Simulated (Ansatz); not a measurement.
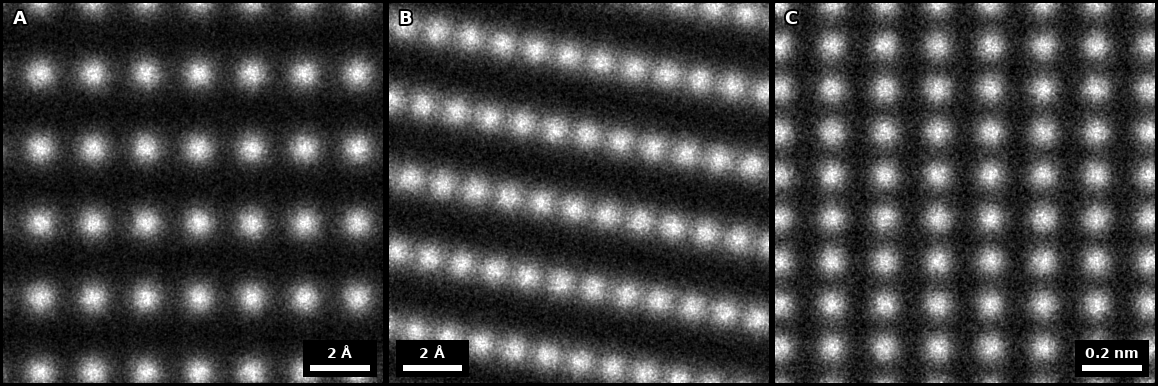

Three views of Ti (Pm-3m, No. 221) along different zone axes. Simulated as the projected potential of neutral atoms (B = 0.5 Å²) blurred by a 0.51 Å probe, the thin-sample limit of integrated differential phase contrast. Shot noise was added. Structure: the geometry relaxed with Ansatz 0.2.0, DFT, LDA (PW92), plane waves (420 eV) with PAW, scalar-relativistic; the starting structure was generated, so it need not be a known form of this composition.

```
Ti
1.0
     2.55631    0.00000    0.00000
     0.00000    2.55631    0.00000
     0.00000    0.00000    2.55631
Ti
1
Direct
  0.00000 0.00000 0.00000
```

> Match the panels to the zone axes [110], [210] and [211].

A is [110]: projected cell 1.81 × 2.56 Å, 90°, plane group p2mm. B is [210]: projected cell 1.14 × 2.56 Å, 90°, plane group p2mm. C is [211]: projected cell 1.48 × 1.81 Å, 90°, plane group p2mm.
